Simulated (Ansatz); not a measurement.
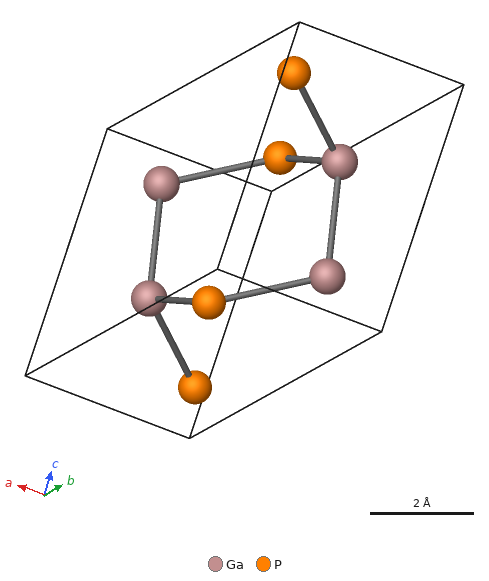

Phonons of a crystal of GaP, space group R-3m (No. 166), at the zone centre of a doubled cell. The picture is a ball-and-stick view of the cell of the calculation, seen from a free direction.

Theory: Ansatz 0.2.0, DFT PBE, scalar-relativistic, plane waves, PAW. Settings: plane-wave cutoff 420 eV; k-point mesh 8 × 4 × 8; occupations gaussian; smearing width 0.05 eV; no spin polarisation.

Frequencies are those without the non-analytic (LO–TO) term.

Give the spectrum at this point.

Answer. The calculation's cell holds 8 atoms, so there are 21 modes besides the translations, in 19 levels. No level is unstable.

| level | degeneracy | frequency (cm⁻¹) | origin |
| --- | --- | --- | --- |
| 1 | 1 | 72 | zone centre |
| 2 | 1 | 73 | zone centre |
| 3 | 1 | 91 | zone boundary |
| 4 | 1 | 96 | zone boundary |
| 5 | 1 | 109 | zone boundary |
| 6 | 1 | 148 | zone boundary |
| 7 | 1 | 187 | zone boundary |
| 8 | 1 | 207 | zone boundary |
| 9 | 1 | 252 | zone centre |
| 10 | 1 | 263 | zone boundary |
| 11 | 1 | 269 | zone centre |
| 12 | 1 | 310 | zone boundary |
| 13 | 2 | 313 | zone centre |
| 14 | 1 | 327 | zone boundary |
| 15 | 1 | 344 | zone boundary |
| 16 | 2 | 352 | zone centre |
| 17 | 1 | 353 | zone boundary |
| 18 | 1 | 438 | zone boundary |
| 19 | 1 | 445 | zone centre |

The modes drawn as arrows (one member of each degenerate set), 6 of the levels:

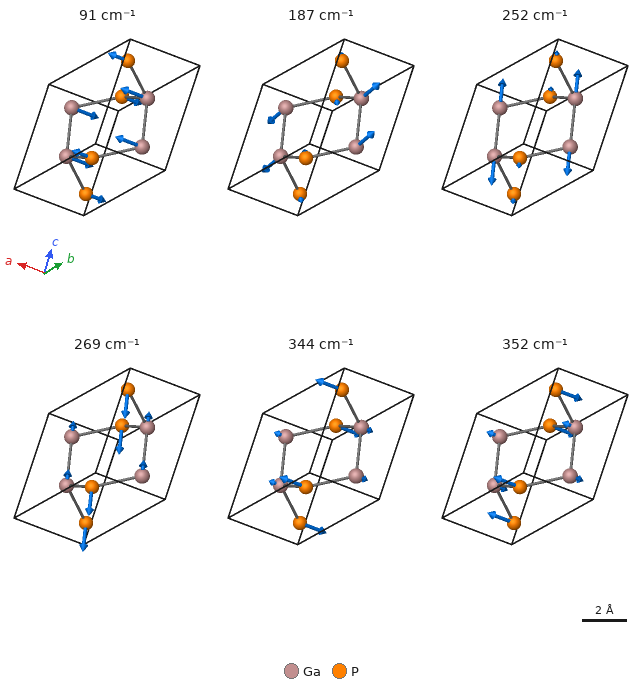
